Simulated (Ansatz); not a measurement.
```xyz
5
Lattice="3.9308 0.0000 0.0000 -1.9654 3.4042 0.0000 0.0000 0.0000 6.1120" Properties=species:S:1:pos:R:3 pbc="T T T"
La    1.9654    1.1347    4.6069
La    0.0000    2.2694    1.5050
O     1.9654    1.1347    2.1643
O     0.0000    2.2694    3.9476
O     0.0000    0.0000    0.0000
```

Space group P-3m1. The cell comes from a database of computed structures, not from a measurement.

The calculation used DFT PBE, scalar-relativistic, plane waves, PAW in Ansatz 0.2.0.

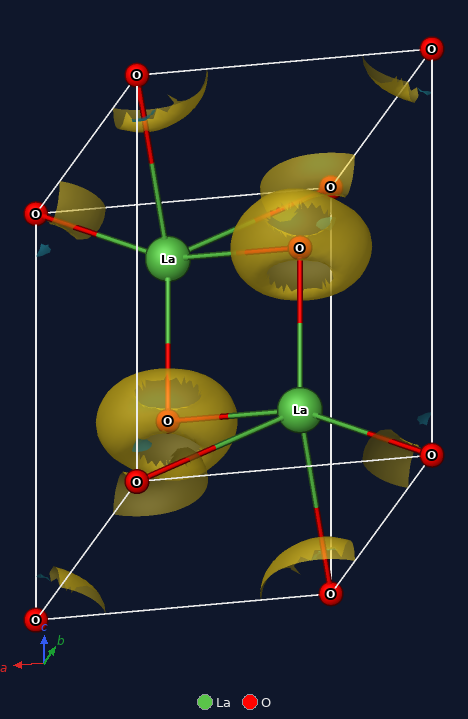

La₂O₃. Density of the crystal less the densities of its La sublattice and of the rest (O), each computed alone with the atoms in place (the rest with spin, the La sublattice without): yellow surfaces at +0.1 and cyan ones at −0.1 e/Å³, in the conventional cell seen at an oblique angle (the regions close to the nuclei are left out). Cores are masked to 1.0 Å (La) and 0.6 Å (O).

In a PAW calculation such maps are meaningful between the atoms, not at the nuclei.

**What does the difference density show?**

Over the whole cell, outside the masked cores, the largest gain lies at the edge of the masked core of O, and the largest loss lies at the edge of the masked core of O.
About 0.9 e is rearranged for each La atom.
By Bader's partition La carries +2.01 e, so it gives electrons to the rest.

**How much energy binds the La sublattice to the rest, with both frozen?**

E(crystal) − E(La sublattice) − E(rest) is −12.9 eV for each La atom (negative: bound). The references are the frozen sublattices, not the elements, so this isn't a formation energy. A moment in a sublattice run without spin would make it less negative.

Run times: 38 s (whole crystal), 27 s (the rest) and 15 s (sublattice La), on 2 threads of Intel(R) Xeon(R) Processor @ 2.50GHz (Skylake/Cascade Lake) (shared host).
